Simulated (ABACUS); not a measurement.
**Single-point calculation at one volume of an equation of state, with input and output: GaSb (part 1 of 2)**

GaSb (2 atoms in the cell), computed with Kohn-Sham DFT of a periodic cell, PBE, PseudoDojo NC SR 0.4.1 PBE standard, no spin polarisation (ABACUS 3.10.1).

The structure derives from an entry of the Crystallography Open Database. It belongs to a series of runs on one base structure; here: volume scaled by 1.02.

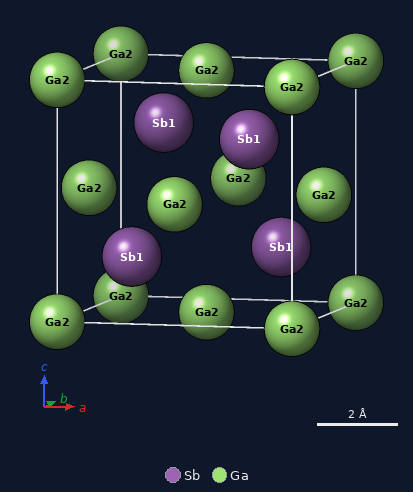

Fig. 1: The input geometry (spheres-only view of the cell 4 times as large as that of the calculation, set on its symmetry axes, seen slightly off an axis; atoms are numbered from 1 in the order of the input).

### Summary

- outcome: converged
- space group (tolerance 0.01 Å): F-43m (216)
- electrons treated: 28
- free energy: −4556.1775 eV
- Fermi energy: 8.110 eV
- gap on the k-point mesh: none (metallic)
- pressure: 1.78 GPa
- largest force (length of the vector): under 0.001 eV/Å
- hardware: 4 threads of Intel Xeon @ 2.80GHz (Skylake/Cascade Lake), 24 GiB of memory available, shared host
- wall time: 13 s (CPU time 52 s)
- peak memory: 0.6 GiB

### Remarks

Points of doubt noted for this run: home made orbitals.

### The input
```
INPUT_PARAMETERS
suffix              GaSb
calculation         scf
basis_type          lcao
pseudo_dir          ./
orbital_dir         ./
symmetry            1
dft_functional      pbe
ecutwfc             100
pseudo_rcut         10
nspin               1
nbands              18
ks_solver           genelpa
smearing_method     fd
smearing_sigma      0.00367493
scf_thr             1e-07
scf_nmax            100
mixing_type         broyden
mixing_beta         0.7
cal_force           1
cal_stress          1
out_mul             1
```

### File STRU
```
ATOMIC_SPECIES
Sb 121.7600 Sb.upf
Ga 69.7230 Ga.upf

NUMERICAL_ORBITAL
Sb_confined-atom_8au_3s3p3d1f.orb
Ga_confined-atom_8au_3s3p3d1f.orb

LATTICE_CONSTANT
1.8897261246

LATTICE_VECTORS
0.0000000000 3.0792588685 3.0792588685
3.0792588685 0.0000000000 3.0792588685
3.0792588685 3.0792588685 0.0000000000

ATOMIC_POSITIONS
Direct

Sb
0.0
1
0.7500000000 0.7500000000 0.7500000000 1 1 1

Ga
0.0
1
0.0000000000 0.0000000000 0.0000000000 1 1 1
```

### File KPT
```
K_POINTS
0
Gamma
8 8 8 0 0 0
```

Run as:
```bash
OMP_NUM_THREADS=1 mpirun -np 4 abacus > log
```

### The program's output
```
ABACUS v3.10.1

               Atomic-orbital Based Ab-initio Computation at UStc

 ------------------------------------------------------------------------------------

 READING GENERAL INFORMATION
                           global_out_dir = OUT.GaSb/
                           global_in_card = INPUT
                               pseudo_dir = ./
                              orbital_dir = ./
                                    DSIZE = 4
                                    GSIZE = 1

 READING UNITCELL INFORMATION
                                    ntype = 2
                  lattice constant (Bohr) = 1.88973
              lattice constant (Angstrom) = 1

 READING ATOM TYPE 1
                               atom label = Sb
                      L=0, number of zeta = 3
                      L=1, number of zeta = 3
                      L=2, number of zeta = 3
                      L=3, number of zeta = 1
             number of atom for this type = 1

 READING ATOM TYPE 2
                               atom label = Ga
                      L=0, number of zeta = 3
                      L=1, number of zeta = 3
                      L=2, number of zeta = 3
                      L=3, number of zeta = 1
             number of atom for this type = 1

                        TOTAL ATOM NUMBER = 2
DIRECT COORDINATES
    atom                   x                   y                   z     mag                  vx                  vy                  vz
taud_Sb1            0.7500000000        0.7500000000        0.7500000000  0.0000        0.0000000000        0.0000000000        0.0000000000
taud_Ga1            0.0000000000        0.0000000000        0.0000000000  0.0000        0.0000000000        0.0000000000        0.0000000000

                          Volume (Bohr^3) = 394.063
                             Volume (A^3) = 58.394

 Lattice vectors: (Cartesian coordinate: in unit of a_0)
                   +0            +3.07926            +3.07926
             +3.07926                  +0            +3.07926
             +3.07926            +3.07926                  +0
 Reciprocal vectors: (Cartesian coordinate: in unit of 2 pi/a_0)
            -0.162377           +0.162377           +0.162377
            +0.162377           -0.162377           +0.162377
            +0.162377           +0.162377           -0.162377
 The esolver type has been set to : ksdft_lcao

                PAO radial cut off (Bohr) = 10

 Read in pseudopotential file is Sb.upf
                     pseudopotential type = NC
          exchange-correlation functional = PBE
                 nonlocal core correction = 1
                        valence electrons = 15
                                     lmax = 2
                           number of zeta = 3
                     number of projectors = 6
                           L of projector = 0
                           L of projector = 0
                           L of projector = 1
                           L of projector = 1
                           L of projector = 2
                           L of projector = 2
                PAO radial cut off (Bohr) = 10

 Read in pseudopotential file is Ga.upf
                     pseudopotential type = NC
          exchange-correlation functional = PBE
                 nonlocal core correction = 1
                        valence electrons = 13
                                     lmax = 2
                           number of zeta = 3
                     number of projectors = 6
                           L of projector = 0
                           L of projector = 0
                           L of projector = 1
                           L of projector = 1
                           L of projector = 2
                           L of projector = 2
     initial pseudo atomic orbital number = 18

 SETUP THE ELECTRONS NUMBER
            electron number of element Sb = 15
      total electron number of element Sb = 15
            electron number of element Ga = 13
      total electron number of element Ga = 13
            AUTOSET number of electrons:  = 28
                           occupied bands = 14
                                   NLOCAL = 68
                                   NBANDS = 18
                                   NBANDS = 18
                                   NLOCAL = 68

%%%%%%%%%%%%%%%%%%%%%%%%%%%%%%%%%%%%%%%%%%%%%%%%%%%%%%%%%%%%%%%%%%%%%%%%%%%%%%%%%%%%%%%%%%%%%%%%%%%%%%%%%%
 Warning: the number of valence electrons in pseudopotential > 5 for Sb: [Kr] 4d10 5s2 5p3
 Warning: the number of valence electrons in pseudopotential > 3 for Ga: [Ar] 3d10 4s2 4p1
 Pseudopotentials with additional electrons can yield (more) accurate outcomes, but may be less efficient.
 If you're confident that your chosen pseudopotential is appropriate, you can safely ignore this warning.
%%%%%%%%%%%%%%%%%%%%%%%%%%%%%%%%%%%%%%%%%%%%%%%%%%%%%%%%%%%%%%%%%%%%%%%%%%%%%%%%%%%%%%%%%%%%%%%%%%%%%%%%%%

 SETUP THE PLANE WAVE BASIS
 energy cutoff for charge/potential (unit:Ry) = 400
            fft grid for charge/potential = [ 54, 54, 54 ]
                        fft grid division = [ 2, 2, 2 ]
        big fft grid for charge/potential = [ 27, 27, 27 ]
                                     nbxx = 5103
                                     nrxx = 40824

 SETUP PLANE WAVES FOR CHARGE/POTENTIAL
                    number of plane waves = 53377
                         number of sticks = 1879

 PARALLEL PW FOR CHARGE/POTENTIAL
     PROC   COLUMNS(POT)             PW
        1            470          13345
        2            470          13345
        3            469          13342
        4            470          13345
 --------------- sum -------------------
        4           1879          53377
                            number of |g| = 458
                                  max |g| = 36.1481
                                  min |g| = 0.0790986

----------- Double Check Mixing Parameters Begin ------------
mixing_type: broyden
mixing_beta: 0.7
mixing_gg0: 1
mixing_gg0_min: 0.1
mixing_ndim: 8
----------- Double Check Mixing Parameters End ------------

 LATTICE VECTORS: (CARTESIAN COORDINATE: IN UNIT OF A0)
                   +0            +3.07926            +3.07926
             +3.07926                  +0            +3.07926
             +3.07926            +3.07926                  +0
                       right hand lattice = 1
                                   NORM_A = 4.35473
                                   NORM_B = 4.35473
                                   NORM_C = 4.35473
                           ALPHA (DEGREE) = 60
                           BETA  (DEGREE) = 60
                           GAMMA (DEGREE) = 60

 The lattice vectors have been changed (STRU_SIMPLE.cif)

(for optimal symmetric configuration:)
                             BRAVAIS TYPE = 3
                     BRAVAIS LATTICE NAME = 03. Cubic F (face-centered)
                                    ibrav = 3
                                    IBRAV = 3
                                  BRAVAIS = FACE CENTERED CUBIC
                       LATTICE CONSTANT A = 6.15852
Original cell was already a primitive cell.
                        ROTATION MATRICES = 48
              PURE POINT GROUP OPERATIONS = 24
                   SPACE GROUP OPERATIONS = 24
                                       C2 = 3
                                       C3 = 8
                                       C4 = 0
                                       C6 = 0
                                       S1 = 6
                                       S3 = 0
                                       S4 = 6
                                       S6 = 0
                              POINT GROUP = T_d
                                       C2 = 3
                                       C3 = 8
                                       C4 = 0
                                       C6 = 0
                                       S1 = 6
                                       S3 = 0
                                       S4 = 6
                                       S6 = 0
               POINT GROUP IN SPACE GROUP = T_d

 SETUP K-POINTS
                                    nspin = 1
                   Input type of k points = Monkhorst-Pack(Gamma)
                                   nkstot = 512
                       right hand lattice = 1
(for reciprocal lattice: )
                             BRAVAIS TYPE = 2
                     BRAVAIS LATTICE NAME = 02. Cubic I (body-centered)
                                    ibrav = 2
                       right hand lattice = 1
(for k-lattice: )
                             BRAVAIS TYPE = 2
                     BRAVAIS LATTICE NAME = 02. Cubic I (body-centered)
                                    ibrav = 2
                       right hand lattice = 1
                        ROTATION MATRICES = 48
                               nkstot_ibz = 29
K-POINTS REDUCTION ACCORDING TO SYMMETRY
     IBZ    DIRECT_X    DIRECT_Y    DIRECT_Z  WEIGHT  ibz2bz
       1  0.00000000  0.00000000  0.00000000  0.0020       0
       2  0.12500000  0.12500000  0.12500000  0.0156       1
       3  0.25000000  0.25000000  0.25000000  0.0156       2
       4  0.37500000  0.37500000  0.37500000  0.0156       3
       5  0.50000000  0.50000000  0.50000000  0.0078       4
       6  0.12500000  0.12500000  0.00000000  0.0117       9
       7  0.25000000  0.25000000  0.12500000  0.0469      10
       8  0.37500000  0.37500000  0.25000000  0.0469      11
       9  0.50000000  0.50000000  0.37500000  0.0469      12
      10  0.50000000  0.37500000  0.37500000  0.0469      13
      11  0.37500000  0.25000000  0.25000000  0.0469      14
      12  0.12500000  0.12500000  0.25000000  0.0234      15
      13  0.25000000  0.25000000  0.00000000  0.0117      18
      14  0.37500000  0.37500000  0.12500000  0.0469      19
      15  0.50000000  0.50000000  0.25000000  0.0469      20
      16 -0.37500000  0.37500000  0.37500000  0.0469      21
      17  0.50000000  0.25000000  0.25000000  0.0234      22
      18  0.37500000  0.37500000  0.00000000  0.0117      27
      19  0.50000000  0.50000000  0.12500000  0.0469      28
      20 -0.25000000  0.37500000  0.37500000  0.0234      29
      21  0.50000000  0.50000000  0.00000000  0.0059      36
      22  0.37500000  0.25000000  0.12500000  0.0469      83
      23  0.50000000  0.37500000  0.25000000  0.0938      84
      24  0.50000000  0.37500000 -0.37500000  0.0469      85
      25  0.50000000  0.37500000  0.12500000  0.0469      92
      26  0.50000000  0.37500000 -0.25000000  0.0938      93
      27 -0.37500000  0.37500000  0.25000000  0.0469      94
      28 -0.12500000  0.50000000  0.37500000  0.0234     101
      29  0.50000000  0.25000000 -0.25000000  0.0117     166

                               nkstot now = 29
[... K-POINTS DIRECT COORDINATES: 29 rows ...]

           k-point number in this process = 29
       minimum distributed K point number = 29
[... stars of the k points ...]

[... K-POINTS CARTESIAN COORDINATES: 29 rows ...]

[... K-POINTS DIRECT COORDINATES: 29 rows ...]

 SETUP PLANE WAVES FOR WAVE FUNCTIONS
     energy cutoff for wavefunc (unit:Ry) = 100
              fft grid for wave functions = [ 54, 54, 54 ]
                    number of plane waves = 8291
                         number of sticks = 547

 PARALLEL PW FOR WAVE FUNCTIONS
     PROC   COLUMNS(POT)             PW
        1            137           2073
        2            137           2072
        3            136           2073
        4            137           2073
 --------------- sum -------------------
        4            547           8291

 SET NONLOCAL PSEUDOPOTENTIAL PROJECTORS
 SET NONLOCAL PSEUDOPOTENTIAL PROJECTORS
 max number of nonlocal projetors among all species is 6

 -------------------------------------------
 SELF-CONSISTENT
 -------------------------------------------
```
